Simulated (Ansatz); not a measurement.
Ag: several calculations on one system

**1. Relaxation**

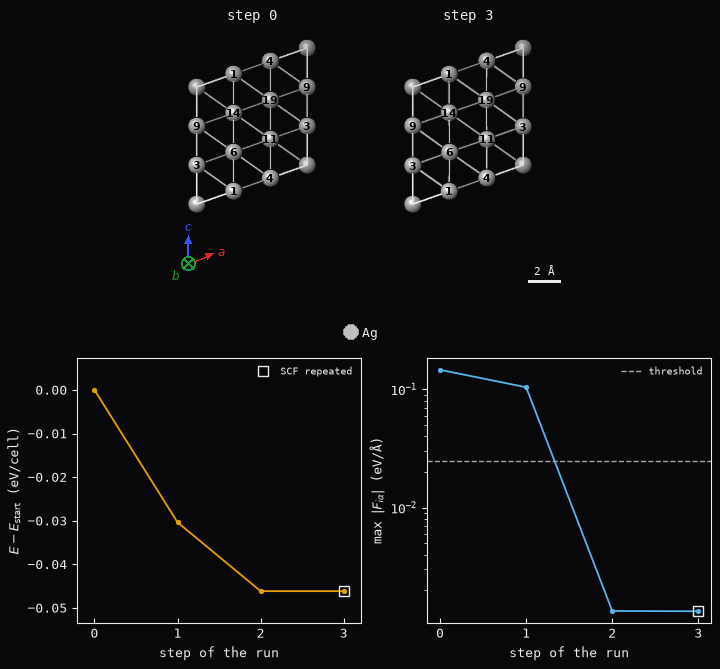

First and last geometry of a relaxation of a defect cell of composition Ag, with the history of the run. A ball-and-stick model of the cell of the calculation, seen along the b axis.

Case: Ag vacancy (site a), charge +0, atoms relaxed at the host's cell.

The calculation used DFT r2SCAN, scalar-relativistic, plane waves, PAW (Ansatz).

Input
```yaml
crystal:
  lattice:
    - [-6.15653454, 6.15653454, 0.0]
    - [-6.15653454, 0.0, 6.15653454]
    - [0.0, 6.15653454, 6.15653454]
  atoms:
    - { symbol: Ag, position: [0.3333333333, 0.0, 0.0] }
    - { symbol: Ag, position: [0.0, 0.3333333333, 0.0] }
    - { symbol: Ag, position: [0.0, 0.0, 0.3333333333] }
    - { symbol: Ag, position: [0.6666666667, 0.0, 0.0] }
    - { symbol: Ag, position: [0.3333333333, 0.3333333333, 0.0] }
    - { symbol: Ag, position: [0.3333333333, 0.0, 0.3333333333] }
    - { symbol: Ag, position: [0.0, 0.6666666667, 0.0] }
    - { symbol: Ag, position: [0.0, 0.3333333333, 0.3333333333] }
    - { symbol: Ag, position: [0.0, 0.0, 0.6666666667] }
    - { symbol: Ag, position: [0.6666666667, 0.3333333333, 0.0] }
    - { symbol: Ag, position: [0.6666666667, 0.0, 0.3333333333] }
    - { symbol: Ag, position: [0.3333333333, 0.6666666667, 0.0] }
    - { symbol: Ag, position: [0.3333333333, 0.3333333333, 0.3333333333] }
    - { symbol: Ag, position: [0.3333333333, 0.0, 0.6666666667] }
    - { symbol: Ag, position: [0.0, 0.6666666667, 0.3333333333] }
    - { symbol: Ag, position: [0.0, 0.3333333333, 0.6666666667] }
    - { symbol: Ag, position: [0.6666666667, 0.6666666667, 0.0] }
    - { symbol: Ag, position: [0.6666666667, 0.3333333333, 0.3333333333] }
    - { symbol: Ag, position: [0.6666666667, 0.0, 0.6666666667] }
    - { symbol: Ag, position: [0.3333333333, 0.6666666667, 0.3333333333] }
    - { symbol: Ag, position: [0.3333333333, 0.3333333333, 0.6666666667] }
    - { symbol: Ag, position: [0.0, 0.6666666667, 0.6666666667] }
    - { symbol: Ag, position: [0.6666666667, 0.6666666667, 0.3333333333] }
    - { symbol: Ag, position: [0.6666666667, 0.3333333333, 0.6666666667] }
    - { symbol: Ag, position: [0.3333333333, 0.6666666667, 0.6666666667] }
    - { symbol: Ag, position: [0.6666666667, 0.6666666667, 0.6666666667] }
basis:
  ecutwfc: 500
  xc_grid: 3
kpoints:
  mp_grid: { grid: [4, 4, 4], shift: [0.0, 0.0, 0.0] }
hamiltonian:
  xc: r2scan
scf:
  occupations: { method: gaussian, width: 0.1 }
output:
  forces: true
  stress: false
  eigenvalues: true
  write_density: true
  write_potential: true
  elf: true
  volumetric_format: npy
relax:
  adjacent_minimum: "off"
  f_tol: 0.025
  max_steps: 45
```

Run as
```bash
ansatz run input.yaml --threads 8 --pin off --max-ram 20480MiB --backend cpu --events-out ev --progress --plain --runs-dir out
```

Q: Did the run converge, and what did it change?

A: It converged. The energy falls by 46.2 meV per cell of the calculation in 2 accepted moves (3 points after the start). Largest force component: 0.15 eV/Å at the start, 0.0013 eV/Å at the end. 1 step only repeated the SCF at the same geometry. The largest moves, 0.034 Å, are those of 12 atoms (Ag1, Ag2, Ag3, Ag4 and others). Ag4 goes along +a. The cell doesn't change. Near-neighbour distances that change, for instance: Ag10–Ag12 2.902 → 2.971 Å, Ag10–Ag11 2.902 → 2.868 Å, Ag10–Ag13 2.902 → 2.920 Å, Ag10–Ag18 2.902 → 2.895 Å.

**2. Relaxation**

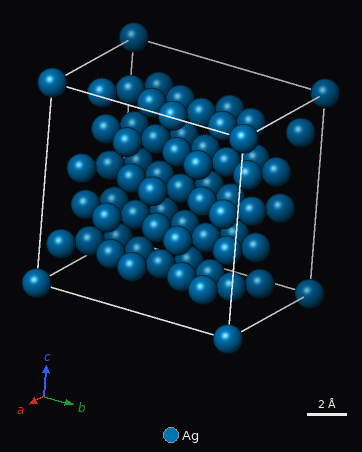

Starting structure of a defect cell of composition Ag. The picture is a spheres-only view of the cell of the calculation, seen slightly off an axis.

Case: Ag vacancy (site a), charge +0, atoms relaxed at the host's cell.

Level of theory: DFT PBE, scalar-relativistic, plane waves, PAW in Ansatz 0.2.0.

Settings: plane-wave cutoff 420 eV; k-point mesh 3 × 3 × 3; occupations gaussian; smearing width 0.1 eV; no spin polarisation; atoms relaxed in a fixed cell; force threshold 0.025 eV/Å; at most 45 steps.

```
CELL_PARAMETERS angstrom
10.36875 0.00000 2.07375
-2.07375 -10.36875 0.00000
0.00000 2.07375 -10.36875
ATOMIC_POSITIONS crystal
Ag 0.75806 0.79032 0.95161
Ag 0.91935 0.59677 0.98387
Ag 0.79032 0.95161 0.75806
Ag 0.95161 0.75806 0.79032
Ag 0.98387 0.91935 0.59677
Ag 0.19355 0.96774 0.83871
Ag 0.35484 0.77419 0.87097
Ag 0.51613 0.58065 0.90323
Ag 0.67742 0.38710 0.93548
Ag 0.83871 0.19355 0.96774
Ag 0.38710 0.93548 0.67742
Ag 0.54839 0.74194 0.70968
Ag 0.70968 0.54839 0.74194
Ag 0.87097 0.35484 0.77419
Ag 0.58065 0.90323 0.51613
Ag 0.74194 0.70968 0.54839
Ag 0.90323 0.51613 0.58065
Ag 0.77419 0.87097 0.35484
Ag 0.93548 0.67742 0.38710
Ag 0.96774 0.83871 0.19355
Ag 0.11290 0.56452 0.82258
Ag 0.27419 0.37097 0.85484
Ag 0.43548 0.17742 0.88710
Ag 0.14516 0.72581 0.62903
Ag 0.30645 0.53226 0.66129
Ag 0.46774 0.33871 0.69355
Ag 0.62903 0.14516 0.72581
Ag 0.17742 0.88710 0.43548
Ag 0.33871 0.69355 0.46774
Ag 0.50000 0.50000 0.50000
Ag 0.66129 0.30645 0.53226
Ag 0.82258 0.11290 0.56452
Ag 0.37097 0.85484 0.27419
Ag 0.53226 0.66129 0.30645
Ag 0.69355 0.46774 0.33871
Ag 0.85484 0.27419 0.37097
Ag 0.56452 0.82258 0.11290
Ag 0.72581 0.62903 0.14516
Ag 0.88710 0.43548 0.17742
Ag 0.03226 0.16129 0.80645
Ag 0.06452 0.32258 0.61290
Ag 0.22581 0.12903 0.64516
Ag 0.09677 0.48387 0.41935
Ag 0.25806 0.29032 0.45161
Ag 0.41935 0.09677 0.48387
Ag 0.12903 0.64516 0.22581
Ag 0.29032 0.45161 0.25806
Ag 0.45161 0.25806 0.29032
Ag 0.61290 0.06452 0.32258
Ag 0.16129 0.80645 0.03226
Ag 0.32258 0.61290 0.06452
Ag 0.48387 0.41935 0.09677
Ag 0.64516 0.22581 0.12903
Ag 0.80645 0.03226 0.16129
Ag 0.01613 0.08065 0.40323
Ag 0.04839 0.24194 0.20968
Ag 0.20968 0.04839 0.24194
Ag 0.08065 0.40323 0.01613
Ag 0.24194 0.20968 0.04839
Ag 0.40323 0.01613 0.08065
Ag 0.00000 0.00000 0.00000
```

Question: What does the optimiser find from here?

Answer: Over 2 geometry steps the energy falls by 36.0 meV per cell of the calculation. The largest force component goes from 0.097 to 0.0059 eV/Å. The largest moves, 0.035 Å, are those of Ag1, Ag3, Ag23, Ag27, Ag37 and Ag60. Ag3 goes along [−3 1 3]. The cell stays as it was. Some distances before and after: Ag10–Ag58 2.933 → 2.968 Å, Ag10–Ag27 2.933 → 2.901 Å, Ag14–Ag17 2.933 → 2.945 Å, Ag12–Ag15 2.933 → 2.924 Å.

History of the run:

| step | E − E(0), meV/atom | largest force component, eV/Å |
| --- | --- | --- |
| 0 | 0.00 | 0.0974 |
| 1 | -0.40 | 0.0649 |
| 2 | -0.59 | 0.0059 |

**3. Defect**

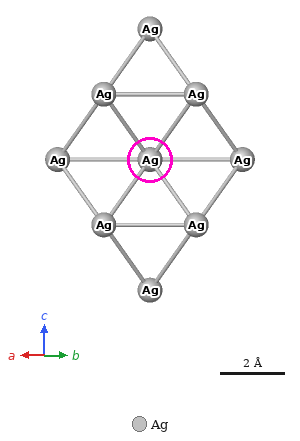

Perfect Ag. Style: ball-and-stick. Shown: the atoms within 4.6 Å of one point, in a slice 3.4 Å thick across the line of sight, along [110].

All numbers below come from Ansatz 0.2.0, DFT r2SCAN, scalar-relativistic, plane waves, PAW. (plane-wave cutoff 500 eV; k-point mesh 4 × 4 × 4; occupations gaussian; smearing width 0.1 eV; no spin polarisation) The cell is small and the k-mesh coarse, so the numbers are rough. The axes drawn are those of the host's conventional cell.

A silver atom is taken out (a vacancy) at the ringed place, in charge state 0. The supercell has 27 sites, and the atoms are relaxed at the host's cell.

> How do the neighbours respond?

Around the empty Ag site the host had 12 Ag at 2.90 Å; after relaxation the nearest atoms are 12 Ag at 2.87 Å. Of the host's atoms, a silver atom moves furthest from its site, by 0.03 Å. Relaxing the atoms from the host's sites lowers the energy by 0.05 eV. At a tolerance of 0.02 Å the relaxed supercell has space group Fm-3m.

The relaxed defect, seen from the same direction:

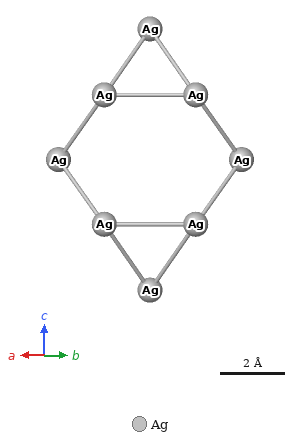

**4. Defect**

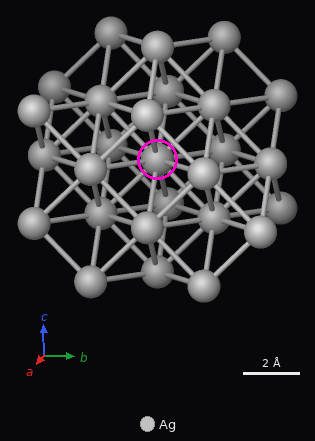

Perfect Ag. The picture is a ball-and-stick view of the atoms within 5.4 Å of one point, in a slice 5.0 Å thick across the line of sight, seen slightly off an axis.

All numbers below come from DFT PBE, scalar-relativistic, plane waves, PAW in Ansatz. Settings: plane-wave cutoff 420 eV; k-point mesh 3 × 3 × 3; occupations gaussian; smearing width 0.1 eV; no spin polarisation. The cell is small and the k-mesh coarse, so the numbers are rough. The axes drawn are those of the host's conventional cell.

A silver atom is taken out (a vacancy) at the ringed place, in charge state 0. The supercell has 62 sites, and the atoms are relaxed at the host's cell.

Q: How do the neighbours respond?

A: Around the empty Ag site the host had 12 Ag at 2.93 Å; after relaxation the nearest atoms are 12 Ag at 2.90 Å. Of the host's atoms, a silver atom moves furthest from its site, by 0.03 Å. Relaxing the atoms from the host's sites lowers the energy by 0.04 eV. At a tolerance of 0.02 Å the relaxed supercell has space group R-3.

The relaxed defect, seen from the same direction:

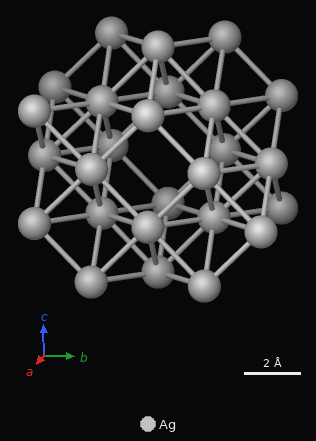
